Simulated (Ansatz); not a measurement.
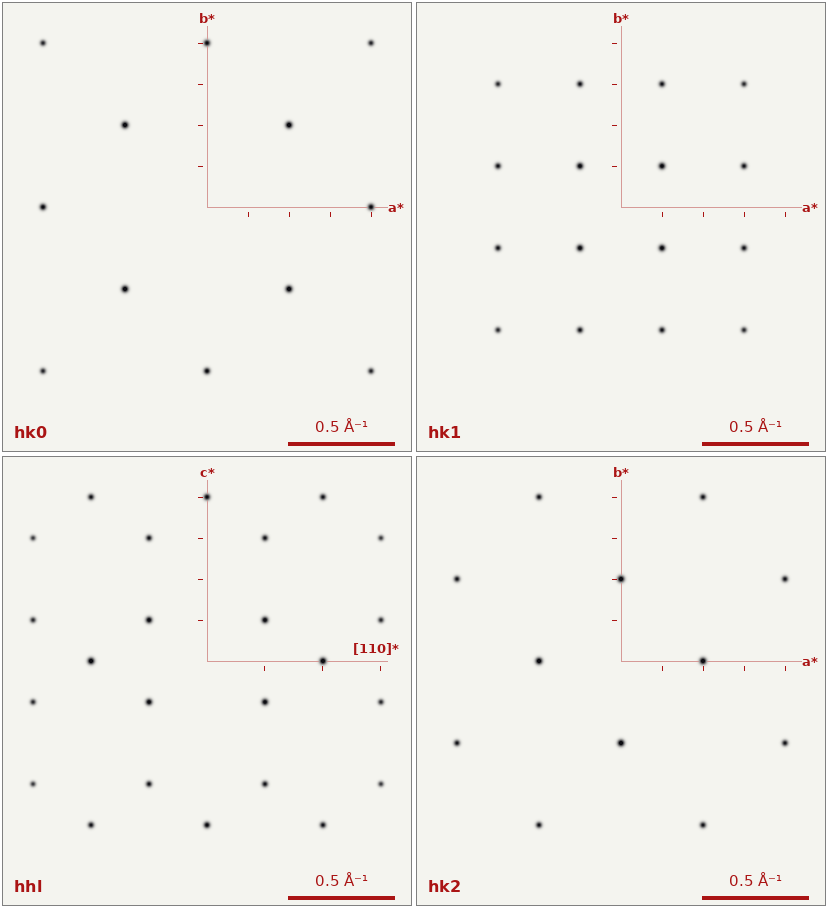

Four undistorted layers of reciprocal space, calculated for a single crystal (X-rays, kinematic |F|², B = 0.5 Å²). Tick marks count the reciprocal lattice steps of the conventional cell along each axis.

The compound is Cu. Structure: the input geometry of an electronic-structure calculation (not necessarily at equilibrium); the starting structure was generated, so it need not be a known form of this composition.

What cell do the layers give?

Answer. a* = 0.194, b* = 0.194, c* = 0.194 Å⁻¹; the cell is cubic with a = 5.15 Å.

Which reflection conditions do the layers show?

Answer. Reflections are present only under these conditions. hkl: h + k = 2n, h + l = 2n; hk0: h = 2n, h + k = 4n; hhl: h + l = 2n; h00: h = 4n. The lattice is face-centred (F). Further gaps, such as 2 2 2, 4 4 2, come from atoms on special positions, not from the group's general conditions.

Which space groups fit?

Answer. The intensities have Laue symmetry m-3m (the hk0 layer shows 4mm, hk1 shows 4mm). With these conditions only Fd-3m (No. 227) fits.
